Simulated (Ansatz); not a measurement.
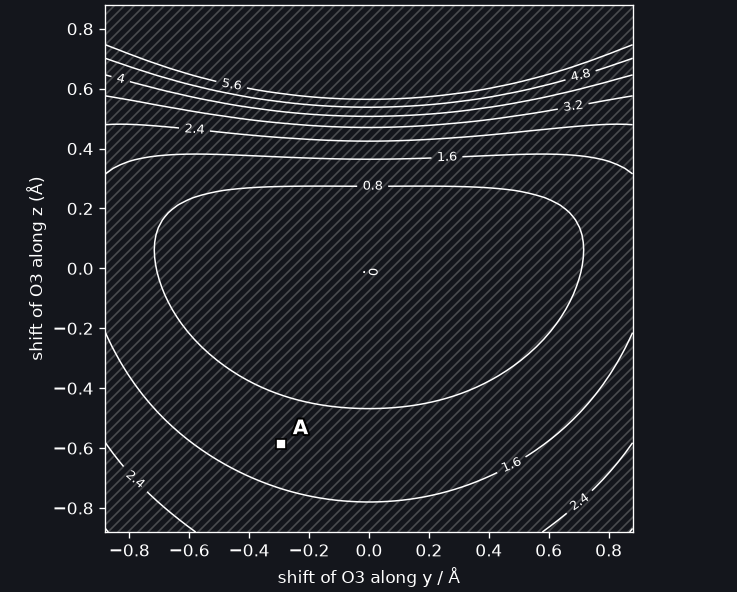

SnO₂ (I4_1/amd, No. 141; 6 atoms in the cell). One atom moved over a plane, all else fixed (x along [1 0 0], y along [0 1 0], z along [0 0 1] of the conventional cell). First axis: shift of O3 along y. Second axis: shift of O3 along z. Nothing is relaxed (all other atoms fixed). The grid has 7 × 7 points; 27 points were computed and 21 follow by symmetry. At 1 point there is no value (left out of the scan, as a rule where atoms come close). Points are written as (first, second). Energies are in eV per cell, from the lowest grid point. The band gap closes in part of the range. These are results of Ansatz, DFT PBE, scalar-relativistic, plane waves, PAW, not measurements. Settings: cutoff 420 eV, k-mesh 10×10×10, gaussian smearing 0.05 eV, no spin polarisation.

In the figure: contour lines labelled in eV (none above 5.6), hatched blanks where no value was computed, the point A. Between grid points the surface is interpolated.

**Is A at rest? If not, where is it pushed?**

A, at (−0.29 Å, −0.59 Å), is not a stationary point. The computed force is 2.7 eV/Å in the plane, pointing up in the picture (components 0.8 and 2.5 eV/Å).

PAW datasets: the set soft_1.
